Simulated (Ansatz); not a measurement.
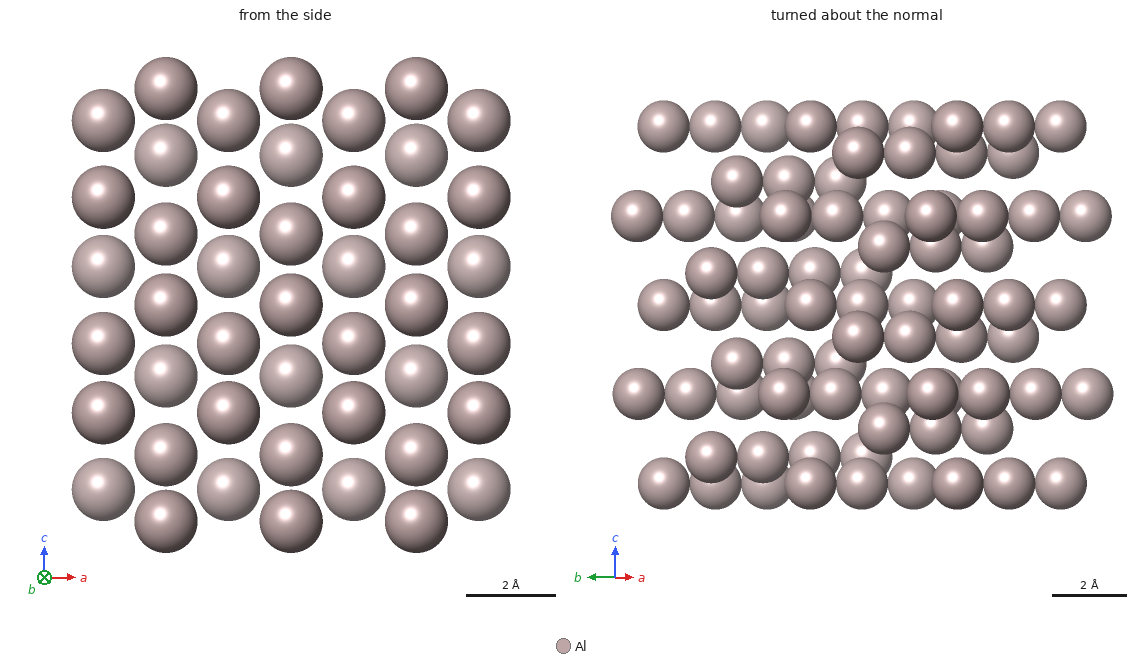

A spheres-only picture of a periodic slab, seen from the side and turned about the normal. The surface normal points up in side views; the vacuum is left out. 3×1 cells are drawn in the plane, with atoms at the edges repeated.

The cell holds 18 Al. The slab was cut from bulk Al (P6_3/mmc).

Read the thickness off the scale bar.

Answer. About 10 Å from the lowest to the highest atom.

Name the atomic layers in order from the top face down.

Answer. 13 planes: Al / Al / Al / Al / Al / Al / Al / Al / Al / Al / Al / Al / Al.

Along which plane was the crystal cut?

Answer. (1 0 0).

Calculation details: Ansatz 0.2.0, DFT r2SCAN, scalar-relativistic, plane waves, PAW; 500 eV cutoff, k-points on a 12×4×1 grid, Gaussian smearing of 0.1 eV, no spin polarisation.

How much energy takes an electron from the Fermi level to the vacuum on each side?

Answer. 4.30 eV on both faces.

The cell started as a structure listed in the Materials Project, from which a slab was cut. The atoms were relaxed in a fixed cell with DFT r2SCAN, scalar-relativistic, plane waves, PAW in Ansatz 0.2.0.
